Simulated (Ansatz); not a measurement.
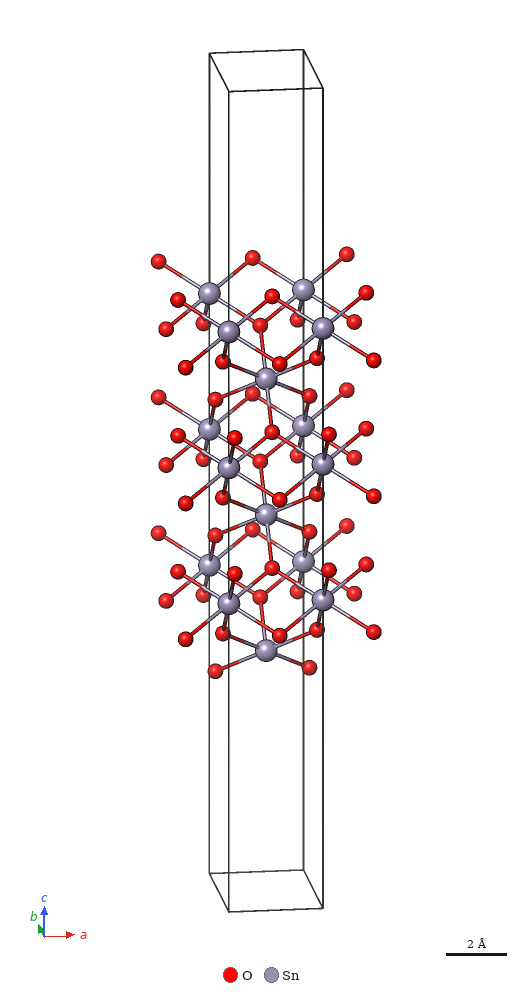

Ball-and-stick drawing of the structure, looking from the side at a slight tilt. Lines trace the edges of the simulation cell. Some neighbours outside the box are added.

SnO$_{2}$, a = 3.20 Å, b = 4.76 Å, c = 28.75 Å, α = 90.00°, β = 90.00°, γ = 90.00°.

Results below were computed with DFT r2SCAN, scalar-relativistic, plane waves, PAW in Ansatz 0.2.0; the settings were a cutoff energy of 500 eV, k-points on an 8×6×1 grid, Gaussian smearing of 0.05 eV, no spin polarisation.

Predict the gap.

A semiconductor at this level, with a gap of 1.78 eV on the k-mesh (the true edges may lie between mesh points, so the gap can be somewhat smaller).

The cell started as a structure listed in the Materials Project, from which a slab was cut. Earlier steps of the study, as a rule a relaxation of our own, may have changed the cell and positions, so they can lie some per cent off the listed ones. Ansatz was used for an electronic-structure calculation on it.

At this level of theory the run's own cell isn't at rest (forces up to 2.6 eV/Å), so its distances can differ from those at equilibrium, the more so the softer the solid.
